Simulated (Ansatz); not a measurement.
Run report: TiCo2, geometry relaxation (part 3 of 3)

TiCo2 (Fd-3m, 6 atoms in the cell); DFT LDA, scalar-relativistic, plane waves, PAW, spin-polarised (Ansatz 0.2.0); cutoff 420 eV, 6×6×6 k-mesh, Gaussian smearing of 0.1 eV, collinear spins. The structure derives from an entry of the Crystallography Open Database.

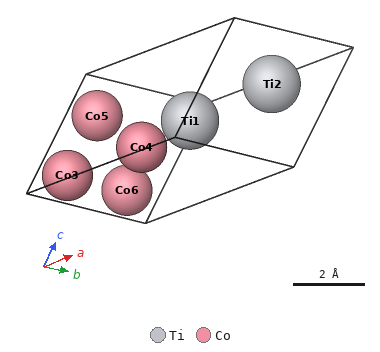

The geometry at step 3 of the log (spheres-only view of the cell of the calculation, seen at an oblique angle; atoms are numbered from 1 in the order of the input).

```
basis re-selected at this cell: Δ(F+E_penalty+E_count) = +4.737e-3 eV, ΔP = -0.126 GPa vs the last step (what re-selecting the basis moved, of the pressure what is left beyond the Pulay correction that the steps carried, after the strain that the cell walked since its last selection, with what the two solves' SCF thresholds leave and, on support functions, any second-order correction that the steps lacked; it is no measure of the basis error at this ecutwfc). This SCF's stress stands 1.42e-1 GPa from its target on what of the cell is left free (relax.cell.stress_tol is 5.00e-1 GPa) and its largest allowed force component is 4.66e-17 eV/Å (relax.f_tol is 5.00e-2 eV/Å): within both
SCF converged after 9 iterations
Magnetization: -0.0000 μB (46.0000 up, 46.0000 down)
Absolute magnetization: 0.0001 μB (∫|ρ↑−ρ↓|, with the PAW one-centre terms)
Spin contamination: 0.0000 ħ² per cell (⟨S²⟩ above its minimum at these occupations)
Per-site moments (μB) at R_I (Å): [(2.5390794328835188e-6, 1.1096280855581364), (2.539079432662923e-6, 1.1096280855581364), (-1.2166524957247382e-5, 0.9462940109171974), (-1.2166524957042888e-5, 0.9462940109171973), (-1.2166524957017572e-5, 0.9462940109171974), (-1.2166524956506086e-5, 0.9462940109171973)]
Free energy (F): -25154.109527 eV
Harris-Foulkes:  -25154.109527 eV  (|F-HF|=2.39e-9)
Internal energy: -25154.063499 eV  (E = F + TS)
E sigma→0 (E₀):  -25154.086513 eV
Entropy (-TS):   -0.046028 eV (-7.671 meV/atom)
Fermi energy:    18.728782 eV
--- Per-component energies (eV) ---
  E_band       = -1157.162445
  E_kinetic    = 2387.564741
  E_local      = -13759.617305  (includes V_loc(G=0)·N_el)
  E_nonlocal   = 1849.878062
  E_hartree    = 5870.006147
  E_xc         = -834.101515
  E_vxc        = -1075.277360  (∫ρ·V_xc dr)
  E_paw        = -7805.787956  (= ΣΔE_a)
  E_vpaw       = -2299.719372  (= ΣTr[D̂ρ^β])
  E_aug_tail   = 0.000330  (compensation charges beyond the density's cutoff)
  E_ewald      = -12864.330907
  E_core_change = 2.324903  (= ΣΔE_core)
  E_smearing   = -0.046028  (= −TS)
  E_closure    = -0.000000  (closes the sum)
  Σ components = -25154.109527   (vs F -25154.109527, Δ=0.00e0)
--- Forces (eV/Å), atoms counted from 1 ---
  atom   1  Ti     0.00000000     0.00000000     0.00000000
  atom   2  Ti    -0.00000000    -0.00000000    -0.00000000
  atom   3  Co     0.00000000    -0.00000000     0.00000000
  atom   4  Co     0.00000000    -0.00000000     0.00000000
  atom   5  Co     0.00000000    -0.00000000    -0.00000000
  atom   6  Co     0.00000000    -0.00000000     0.00000000
  max |Σ_I F_I| component: 1.16e-17 eV/Å
--- Stress (GPa, compression-positive) ---
       -0.142343       0.000000       0.000000
        0.000000      -0.142343       0.000000
        0.000000       0.000000      -0.142343
  P = ⅓ Tr σ = -0.1423 GPa (-1.423 kbar)
--- Band table (eV; the first three rows and the last of 32) ---
  k-point 0 ↑: bands = ["-75.6403", "-75.5342", "-75.5342", "-75.5342", "-39.8010", "-39.4271", "-39.4271", "-39.4271", "-39.2949", "-39.2949", "-39.0851", "-39.0851", "-39.0851", "-39.0734", "-39.0734", "-39.0734", "-37.6911", "-37.5630", "-14.3433", "-14.3433", "-14.3433", "-14.0845", "-14.0845", "-14.0845", "10.2009", "13.4693", "14.3349", "14.3349", "14.3349", "15.2972", "15.2972", "15.2972", "15.5684", "15.5684", "17.2319", "17.2319", "17.8127", "17.8127", "17.8127", "17.9478", "17.9478", "17.9478", "18.0431", "18.0431", "18.1256", "18.1256", "18.1256", "19.6291", "19.6291", "19.6291", "19.7985", "19.7985", "19.7985", "20.1937", "21.5174", "21.5174"]
  k-point 1 ↑: bands = ["-75.6351", "-75.5394", "-75.5342", "-75.5342", "-39.7740", "-39.4231", "-39.4154", "-39.4154", "-39.2883", "-39.2883", "-39.1192", "-39.0972", "-39.0972", "-39.0799", "-39.0799", "-39.0734", "-37.6829", "-37.5694", "-14.3502", "-14.3502", "-14.3412", "-14.0891", "-14.0773", "-14.0773", "10.5364", "13.6059", "14.3965", "14.4053", "14.4053", "15.1079", "15.3834", "15.3834", "15.6409", "15.6409", "17.0627", "17.0627", "17.2673", "17.3991", "17.3991", "17.9512", "17.9512", "17.9636", "18.1094", "18.1537", "18.1537", "18.4746", "18.4746", "18.8064", "19.5278", "19.5278", "19.6291", "19.8451", "19.8451", "21.1443", "21.4393", "21.4393"]
  k-point 2 ↑: bands = ["-75.6224", "-75.5523", "-75.5342", "-75.5342", "-39.7131", "-39.4051", "-39.3923", "-39.3923", "-39.2622", "-39.2622", "-39.2040", "-39.1457", "-39.1457", "-39.0812", "-39.0812", "-39.0734", "-37.6639", "-37.5848", "-14.3629", "-14.3629", "-14.3420", "-14.0930", "-14.0640", "-14.0640", "11.4523", "13.7342", "14.5693", "14.5693", "14.6128", "14.6796", "15.6153", "15.6153", "15.8617", "15.8617", "16.4182", "16.6364", "16.6364", "16.8950", "16.8950", "16.9582", "17.9889", "17.9889", "18.0774", "18.2346", "18.2346", "18.8684", "19.0078", "19.0078", "19.1199", "19.1199", "19.6290", "20.0367", "20.0367", "21.3458", "21.4144", "21.4144"]
  k-point 15 ↓: bands = ["-75.5874", "-75.5874", "-75.5343", "-75.5343", "-39.5429", "-39.5429", "-39.3179", "-39.3179", "-39.2529", "-39.2529", "-39.2197", "-39.2197", "-39.1509", "-39.1509", "-39.0991", "-39.0991", "-37.6224", "-37.6224", "-14.4015", "-14.4015", "-14.2161", "-14.2161", "-14.0285", "-14.0285", "13.4479", "13.4479", "14.5797", "14.5797", "15.3221", "15.3221", "15.5377", "15.5377", "15.6538", "15.6538", "16.0966", "16.0966", "16.5212", "16.5212", "16.6983", "16.6983", "17.0828", "17.0828", "17.7286", "17.7286", "18.4250", "18.4250", "18.9610", "18.9610", "19.6192", "19.6192", "20.1234", "20.1234", "20.9626", "20.9626", "21.1520", "21.1520"]
--- Relaxed structure (4 steps of the walk, 4 accepted, 1 SCFs on fresh bases) ---
  F+E_penalty+E_count = -25154.10952736 eV   max|allowed force component| = 4.664e-17 eV/Å   (the final SCF, on the basis selected at the relaxed cell)
  cell:  # Å, volume = 68.2938 Å³
    - [-1.0190744065791185e-34, 3.2442710890461437, 3.2442710890461437]
    - [3.2442710890461437, 3.2291920258475796e-33, 3.2442710890461437]
    - [3.2442710890461437, 3.2442710890461437, 2.847039123380411e-33]
  atoms:
    - { symbol: Ti, position: [0.49999999999999994, 0.49999999999999994, 0.49999999999999994] }
    - { symbol: Ti, position: [0.7499999999999999, 0.7499999999999999, 0.7499999999999999] }
    - { symbol: Co, position: [0.12499999999999999, 0.12499999999999999, 0.12499999999999999] }
    - { symbol: Co, position: [0.6249999999999999, 0.125, 0.125] }
    - { symbol: Co, position: [0.12499999999999999, 0.12499999999999999, 0.6249999999999999] }
    - { symbol: Co, position: [0.125, 0.6249999999999999, 0.125] }
--- Löwdin populations: 6 sites ---
  site symbol       q [e]    m [muB]
     0     Ti     11.7861     0.0000
     1     Ti     11.7861     0.0000
     2     Co     16.8529    -0.0000
     3     Co     16.8529    -0.0000
     4     Co     16.8529    -0.0000
     5     Co     16.8529    -0.0000
  spilling = 0.011045 (of n_electrons = 92.000000)
```

**Trajectory as extended XYZ (Å, eV, eV/Å), 5 frames, from step=1 to step=5**
```
6
Lattice="0.0000 3.3520 3.3520 3.3520 0.0000 3.3520 3.3520 3.3520 0.0000" Properties=species:S:1:pos:R:3:forces:R:3 step=1 energy=-25153.63158 pressure_GPa=-19.80
Ti    3.3520    3.3520    3.3520    0.0000   0.0000   0.0000
Ti    5.0280    5.0280    5.0280    0.0000   0.0000   0.0000
Co    0.8380    0.8380    0.8380    0.0000   0.0000   0.0000
Co    0.8380    2.5140    2.5140    0.0000   0.0000   0.0000
Co    2.5140    2.5140    0.8380    0.0000   0.0000   0.0000
Co    2.5140    0.8380    2.5140    0.0000   0.0000   0.0000
6
Lattice="0.0000 3.2612 3.2612 3.2612 0.0000 3.2612 3.2612 3.2612 0.0000" Properties=species:S:1:pos:R:3:forces:R:3 step=2 energy=-25154.09995 pressure_GPa=-3.80
Ti    3.2612    3.2612    3.2612    0.0000   0.0000   0.0000
Ti    4.8919    4.8919    4.8919    0.0000   0.0000   0.0000
Co    0.8153    0.8153    0.8153    0.0000   0.0000   0.0000
Co    0.8153    2.4459    2.4459    0.0000   0.0000   0.0000
Co    2.4459    2.4459    0.8153    0.0000   0.0000   0.0000
Co    2.4459    0.8153    2.4459    0.0000   0.0000   0.0000
6
Lattice="0.0000 3.2411 3.2411 3.2411 0.0000 3.2411 3.2411 3.2411 0.0000" Properties=species:S:1:pos:R:3:forces:R:3 step=3 energy=-25154.11407 pressure_GPa=0.72
Ti    3.2411    3.2411    3.2411    0.0000   0.0000   0.0000
Ti    4.8617    4.8617    4.8617    0.0000   0.0000   0.0000
Co    0.8103    0.8103    0.8103    0.0000   0.0000   0.0000
Co    0.8103    2.4308    2.4308    0.0000   0.0000   0.0000
Co    2.4308    2.4308    0.8103    0.0000   0.0000   0.0000
Co    2.4308    0.8103    2.4308    0.0000   0.0000   0.0000
6
Lattice="0.0000 3.2443 3.2443 3.2443 0.0000 3.2443 3.2443 3.2443 0.0000" Properties=species:S:1:pos:R:3:forces:R:3 step=4 energy=-25154.11426 pressure_GPa=-0.02
Ti    3.2443    3.2443    3.2443    0.0000   0.0000   0.0000
Ti    4.8664    4.8664    4.8664    0.0000   0.0000   0.0000
Co    0.8111    0.8111    0.8111    0.0000   0.0000   0.0000
Co    0.8111    2.4332    2.4332    0.0000   0.0000   0.0000
Co    2.4332    2.4332    0.8111    0.0000   0.0000   0.0000
Co    2.4332    0.8111    2.4332    0.0000   0.0000   0.0000
6
Lattice="0.0000 3.2443 3.2443 3.2443 0.0000 3.2443 3.2443 3.2443 0.0000" Properties=species:S:1:pos:R:3:forces:R:3 step=5 energy=-25154.10953 pressure_GPa=-0.14
Ti    3.2443    3.2443    3.2443    0.0000   0.0000   0.0000
Ti    4.8664    4.8664    4.8664    0.0000   0.0000   0.0000
Co    0.8111    0.8111    0.8111    0.0000   0.0000   0.0000
Co    0.8111    2.4332    2.4332    0.0000   0.0000   0.0000
Co    2.4332    2.4332    0.8111    0.0000   0.0000   0.0000
Co    2.4332    0.8111    2.4332    0.0000   0.0000   0.0000
```

The run was set up as follows.

**Input file**
```yaml
crystal:
  lattice:
    - [0.0, 3.352, 3.352]
    - [3.352, 0.0, 3.352]
    - [3.352, 3.352, 0.0]
  atoms:
    - { symbol: Ti, position: [0.5, 0.5, 0.5], spin: -0.03 }
    - { symbol: Ti, position: [0.75, 0.75, 0.75], spin: -0.03 }
    - { symbol: Co, position: [0.125, 0.125, 0.125], spin: 0.12 }
    - { symbol: Co, position: [0.625, 0.125, 0.125], spin: 0.12 }
    - { symbol: Co, position: [0.125, 0.125, 0.625], spin: 0.12 }
    - { symbol: Co, position: [0.125, 0.625, 0.125], spin: 0.12 }
basis:
  ecutwfc: 420
kpoints:
  mp_grid: { grid: [6, 6, 6] }
hamiltonian:
  xc: lda
scf:
  occupations: { method: gaussian, width: 0.1 }
output:
  forces: true
  stress: true
  eigenvalues: true
  populations: true
magnetization:
  spin_polarized: true
relax:
  adjacent_minimum: "off"
  f_tol: 0.05
  max_steps: 80
  cell: { stress_tol: 0.5 }
```

Launch command:
```bash
ansatz run input.yaml --threads 2 --pin off --max-ram 6144MiB --backend cpu --events-out ev --progress --plain --runs-dir out
```

**Key numbers**

```csv
quantity,value
outcome,converged
space group (tolerance 0.01 Å),Fd-3m (227)
electrons treated,92
free energy,−25154.1095 eV
Fermi energy,18.729 eV
gap on the k-point mesh,none (metallic)
net moment of the cell,0.00 μB
integrated absolute moment,0.00 μB
pressure,−0.14 GPa
final volume,68.29 Å³
largest force (length of the vector) at the end,under 0.001 eV/Å
final cell,"a = 4.588 Å, b = 4.588 Å, c = 4.588 Å, α = 60.00°, β = 60.00°, γ = 60.00°"
hardware,"2 threads of Oxide Virtual Turin-like (Zen 5), 32 GiB of memory available, shared host"
wall time,33 s (CPU time 59 s)
peak memory,0.51 GiB
```

Warnings of the run: some starting moments were not kept.
